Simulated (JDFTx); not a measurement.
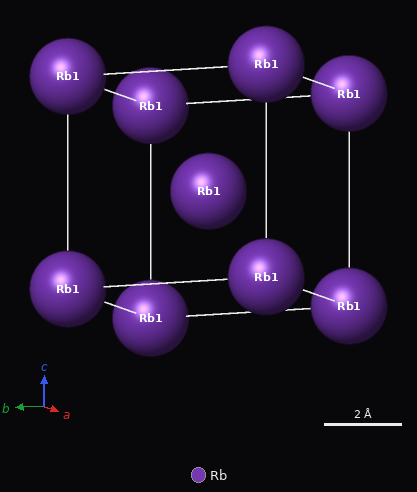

*The structure as given in the input (spheres-only view of the cell 2 times as large as that of the calculation, set on its symmetry axes, seen at an oblique angle; atoms are numbered from 1 in the order of the input). An atom can appear more than once, as a periodic image.*

Run report: Rb, band-structure run

The run: band-structure run of Rb (Im-3m, 1 atom in the cell). Method and program: Kohn-Sham DFT of a periodic cell, PBE, PseudoDojo-SR-PBE-0.4.1-standard, no spin polarisation (JDFTx 1.7.0 (patched build)).

The structure derives from an entry of the Crystallography Open Database.

### The input
```
include Rb.lattice
coords-type Lattice
include Rb.ionpos

ion-species pseudo/Rb.upf
elec-cutoff 23
elec-ex-corr gga-PBE
elec-smearing Fermi 0.0018374661
elec-n-bands 10
electronic-minimize nIterations 30 energyDiffThreshold 1e-06
davidson-band-ratio 1.3
forces-output-coords Cartesian
include path.kpoints
symmetries none
fix-electron-density run.$VAR

dump-name bands.$VAR
dump End Ecomponents EigStats BandEigs Kpoints Forces
```

### File Rb.lattice
```
lattice \
   -5.2959574643     5.2959574643     5.2959574643 \
    5.2959574643    -5.2959574643     5.2959574643 \
    5.2959574643     5.2959574643    -5.2959574643
```

### File Rb.ionpos
```
ion Rb     0.0000000000     0.0000000000     0.0000000000 1
```

### File path.kpoints
```
kpoint +0.0000000000 +0.0000000000 +0.0000000000 0.020000000000
kpoint +0.0500000000 -0.0500000000 +0.0500000000 0.020000000000
kpoint +0.1000000000 -0.1000000000 +0.1000000000 0.020000000000
kpoint +0.1500000000 -0.1500000000 +0.1500000000 0.020000000000
kpoint +0.2000000000 -0.2000000000 +0.2000000000 0.020000000000
kpoint +0.2500000000 -0.2500000000 +0.2500000000 0.020000000000
kpoint +0.3000000000 -0.3000000000 +0.3000000000 0.020000000000
kpoint +0.3500000000 -0.3500000000 +0.3500000000 0.020000000000
kpoint +0.4000000000 -0.4000000000 +0.4000000000 0.020000000000
kpoint +0.4500000000 -0.4500000000 +0.4500000000 0.020000000000
kpoint +0.5000000000 -0.5000000000 +0.5000000000 0.020000000000
kpoint +0.4285714286 -0.4285714286 +0.5000000000 0.020000000000
kpoint +0.3571428571 -0.3571428571 +0.5000000000 0.020000000000
kpoint +0.2857142857 -0.2857142857 +0.5000000000 0.020000000000
kpoint +0.2142857143 -0.2142857143 +0.5000000000 0.020000000000
kpoint +0.1428571429 -0.1428571429 +0.5000000000 0.020000000000
kpoint +0.0714285714 -0.0714285714 +0.5000000000 0.020000000000
kpoint +0.0000000000 +0.0000000000 +0.5000000000 0.020000000000
kpoint +0.0000000000 +0.0000000000 +0.4285714286 0.020000000000
kpoint +0.0000000000 +0.0000000000 +0.3571428571 0.020000000000
kpoint +0.0000000000 +0.0000000000 +0.2857142857 0.020000000000
kpoint +0.0000000000 +0.0000000000 +0.2142857143 0.020000000000
kpoint +0.0000000000 +0.0000000000 +0.1428571429 0.020000000000
kpoint +0.0000000000 +0.0000000000 +0.0714285714 0.020000000000
kpoint +0.0000000000 +0.0000000000 +0.0000000000 0.020000000000
kpoint +0.0277777778 +0.0277777778 +0.0277777778 0.020000000000
kpoint +0.0555555556 +0.0555555556 +0.0555555556 0.020000000000
kpoint +0.0833333333 +0.0833333333 +0.0833333333 0.020000000000
kpoint +0.1111111111 +0.1111111111 +0.1111111111 0.020000000000
kpoint +0.1388888889 +0.1388888889 +0.1388888889 0.020000000000
kpoint +0.1666666667 +0.1666666667 +0.1666666667 0.020000000000
kpoint +0.1944444444 +0.1944444444 +0.1944444444 0.020000000000
kpoint +0.2222222222 +0.2222222222 +0.2222222222 0.020000000000
kpoint +0.2500000000 +0.2500000000 +0.2500000000 0.020000000000
kpoint +0.2750000000 +0.1750000000 +0.2750000000 0.020000000000
kpoint +0.3000000000 +0.1000000000 +0.3000000000 0.020000000000
kpoint +0.3250000000 +0.0250000000 +0.3250000000 0.020000000000
kpoint +0.3500000000 -0.0500000000 +0.3500000000 0.020000000000
kpoint +0.3750000000 -0.1250000000 +0.3750000000 0.020000000000
kpoint +0.4000000000 -0.2000000000 +0.4000000000 0.020000000000
kpoint +0.4250000000 -0.2750000000 +0.4250000000 0.020000000000
kpoint +0.4500000000 -0.3500000000 +0.4500000000 0.020000000000
kpoint +0.4750000000 -0.4250000000 +0.4750000000 0.020000000000
kpoint +0.5000000000 -0.5000000000 +0.5000000000 0.020000000000
kpoint +0.2500000000 +0.2500000000 +0.2500000000 0.020000000000
kpoint +0.2000000000 +0.2000000000 +0.3000000000 0.020000000000
kpoint +0.1500000000 +0.1500000000 +0.3500000000 0.020000000000
kpoint +0.1000000000 +0.1000000000 +0.4000000000 0.020000000000
kpoint +0.0500000000 +0.0500000000 +0.4500000000 0.020000000000
kpoint +0.0000000000 +0.0000000000 +0.5000000000 0.020000000000
```

Launch command:
```bash
jdftx -c 1 -i bands.in -o bands.out
```

### Output
```
*************** JDFTx 1.7.0 (patched build) ***************

Input parsed successfully to the following command list (including defaults):
[... the input with its defaults ...]

---------- Initializing the Grid ----------
R =
[     -5.29596      5.29596      5.29596  ]
[      5.29596     -5.29596      5.29596  ]
[      5.29596      5.29596     -5.29596  ]
unit cell volume = 594.146
G =
[ 7.03117e-18   0.593206   0.593206  ]
[   0.593206 7.03117e-18   0.593206  ]
[   0.593206   0.593206 7.03117e-18  ]
Minimum fftbox size, Smin = [  40  40  40  ]
Chosen fftbox size, S = [  40  40  40  ]

---------- Exchange Correlation functional ----------
Initalized PBE GGA exchange.
Initalized PBE GGA correlation.

---------- Setting up pseudopotentials ----------
Width of ionic core gaussian charges (only for fluid interactions / plotting) set to 0

Reading pseudopotential file 'pseudo/Rb.upf':
  'Rb' pseudopotential, 'PBE' functional
  Generated using ONCVPSP code by D. R. Hamann
  9 valence electrons, 3 orbitals, 6 projectors, 1001 radial grid points, with lMax = 2
    4S    l: 0   occupation:  2.0   eigenvalue: -1.172069
    4P    l: 1   occupation:  6.0   eigenvalue: -0.586674
    5S    l: 0   occupation:  1.0   eigenvalue: -0.082006
  WARNING: large normalization error in atomic orbital 2s (integral: 0.975321).
  Core radius for overlap checks: 1.85 bohrs.

Initialized 1 species with 1 total atoms.

Folded 50 k-points by 1x1x1 to 50 k-points.

---------- Setting up k-points, bands, fillings ----------
No reducable k-points.
Computing the number of bands and number of electrons
Calculating initial fillings.
nElectrons:   9.000000   nBands: 10   nStates: 50

----- Setting up reduced wavefunction bases (one per k-point) -----
average nbasis = 3127.820 , ideal nbasis = 3130.251

---------- Setting up ewald sum ----------
Optimum gaussian width for ewald sums = 3.306682 bohr.
Real space sum over 2197 unit cells with max indices [  6  6  6  ]
Reciprocal space sum over 2197 terms with max indices [  6  6  6  ]

---------- Allocating electronic variables ----------
Reading n from file 'run.n' ... done
Initializing wave functions:  linear combination of atomic orbitals
Note: number of bands (10) exceeds available atomic orbitals (5)

----------- Band structure minimization -------------
Minimization will be done independently for each quantum number.

---- Minimization of quantum number:     0  [ +0.0000000 +0.0000000 +0.0000000 ]  0.040000000 ----
BandDavidson: Iter:   0  Eband: +0.000844279502632
BandDavidson: Iter:   1  Eband: -0.020530691173543  dEband: -2.137497e-02
BandDavidson: Iter:   2  Eband: -0.029229300194216  dEband: -8.698609e-03
BandDavidson: Iter:   3  Eband: -0.035564799870764  dEband: -6.335500e-03
[... 788 lines of inner loops ...]
BandDavidson: Iter:  13  Eband: -0.041336420107916  dEband: -1.582847e-06
BandDavidson: Iter:  14  Eband: -0.041337120499124  dEband: -7.003912e-07
BandDavidson: Converged (dEband<1.000000e-06)
	FillingsUpdate:  mu: +0.092559318  nElectrons: 9.000000
WARNING: these k-points are no uniform mesh, so that mu and the fillings of partly filled bands are only those of these points: take mu from the calculation that made the density or potential.

Dumping 'bands.eigStats' ...
	eMin: -0.983825 at state 0 ( [ +0.000000 +0.000000 +0.000000 ] spin 0 )
	HOMO: +0.090804 at state 31 ( [ +0.194444 +0.194444 +0.194444 ] spin 0 )
	mu  : +0.092559
	LUMO: +0.094260 at state 7 ( [ +0.350000 -0.350000 +0.350000 ] spin 0 )
	eMax: +0.300377 at state 15 ( [ +0.142857 -0.142857 +0.500000 ] spin 0 )
	HOMO-LUMO gap: +0.003455
	Optical gap  : +0.019077 at state 16 ( [ +0.071429 -0.071429 +0.500000 ] spin 0 )
Done!
```

### Summary

```csv
quantity,value
outcome,converged
space group (tolerance 0.01 Å),Im-3m (229)
electrons treated,9
gap on the band path,0.00 eV
hardware,"1 thread of AMD EPYC (Zen 3), 32 GiB of memory available, shared host"
wall time,14 s
peak memory,0.09 GiB
```

Notes on the run: WARNING: large normalization error in atomic orbital 2s (integral: 0.975321).
